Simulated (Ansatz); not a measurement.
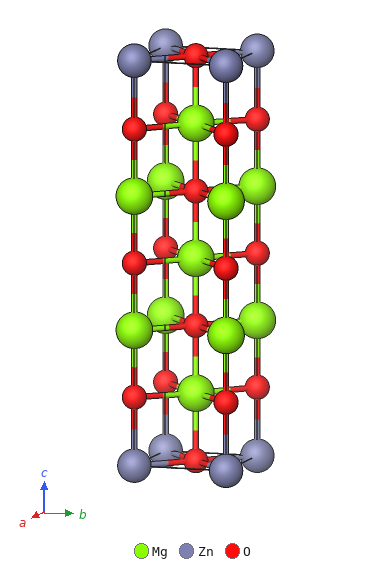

The image is a ball-and-stick drawing of a crystal, viewed slightly off an axis. Lines trace the edges of the conventional unit cell.

Mg5ZnO6, space group P4/mmm (No. 123), a = 3.019 Å, b = 3.019 Å, c = 12.799 Å, α = 90.00°, β = 90.00°, γ = 90.00°. The structure was taken from a structure type filled with these elements by a generator (whether the compound takes this form wasn't checked). Earlier steps of the study, as a rule a relaxation of our own, may have changed the cell and positions, so they can lie some per cent off the listed ones. An electronic-structure calculation with Ansatz was run on it.

This one geometry was computed with Ansatz (DFT, plane waves, PAW) at three levels of theory: r2SCAN, PBE and LDA.

**Which level gives the highest pressure at this volume, and what does that say about its equilibrium volume?**

Highest: PBE (0.0 GPa), which points to the largest equilibrium volume. Lowest, with the smallest volume: LDA (-10.8 GPa). Levels within 0.5 GPa of each other can't be told apart.

**How does the band gap change with the level of theory?**

LDA: a gap of 2.62 eV, indirect; PBE: a gap of 2.68 eV, indirect; r2SCAN: a gap of 3.37 eV, indirect.

**Collect the results in a table.**

| level | cutoff (eV) | k-mesh of the run's cell | gap (eV) | pressure (GPa) |
| --- | --- | --- | --- | --- |
| r2SCAN | 500 | 8×8×2 | 3.37 | -5.8 |
| PBE | 420 | 8×8×2 | 2.68 | 0.0 |
| LDA | 420 | 8×8×2 | 2.62 | -10.8 |

Gaps are taken on the k-mesh or band path of each run.
